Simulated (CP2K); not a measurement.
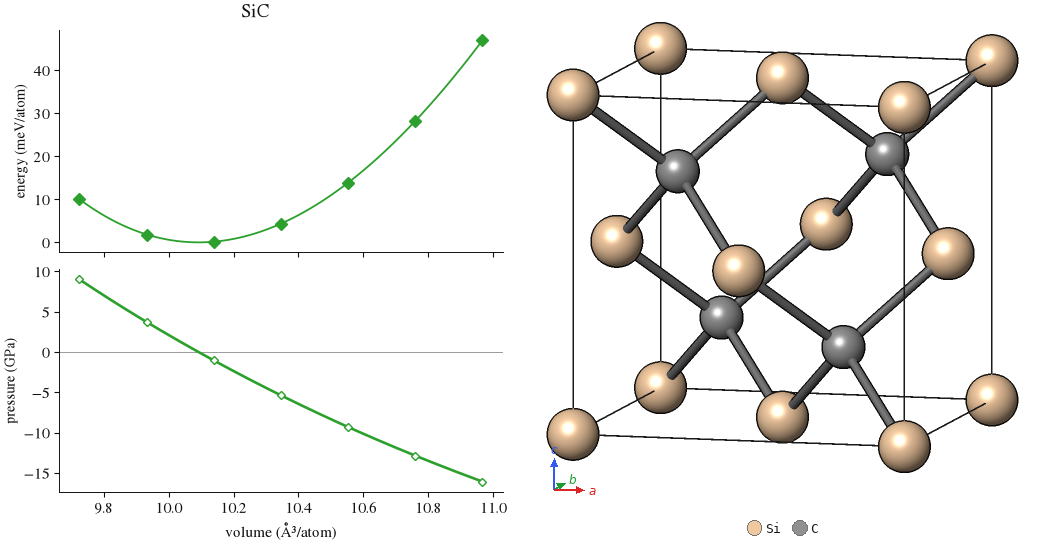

The figure shows the energy and pressure against volume for SiC, space group F-43m (No. 216). The conventional cell is drawn beside the plot.

Cell as given: a = 3.082 Å, b = 3.082 Å, c = 3.082 Å, α = 60.00°, β = 60.00°, γ = 60.00°; 2 atoms.

Computed with CP2K 2026.2: DFT in Gaussian orbitals with a plane-wave density, no spin polarisation; energies at scaled volumes of the given cell, shape and fractions fixed, counted from the fit's minimum, third-order Birch-Murnaghan fit. Level: LDA.

- k mesh: 10×10×10
- occupations: Fermi–Dirac
- smearing width: 0.05 eV
- potentials: GTH PADE with UZH TZVP basis
- density cutoff: 6123 eV
- program settings: ngrids 5, basis sets Si TZVP-MOLOPT-PBE-GTH-q4, basis sets C TZVP-MOLOPT-PBE-GTH-q4, cutoff ry 450 Ry, rel cutoff ry 60 Ry

Question: How stiff is the solid, and where is its volume at rest?

Answer: A third-order Birch–Murnaghan fit gives V0 = 10.09 Å³/atom, B0 = 227 GPa and B′ = 3.8.

Question: Read off the course of the pressure.

Answer: It falls from 9.00 GPa at volume 9.73 Å³/atom to −16.08 GPa at 10.97 Å³/atom, and changes sign near 10.09 Å³/atom.
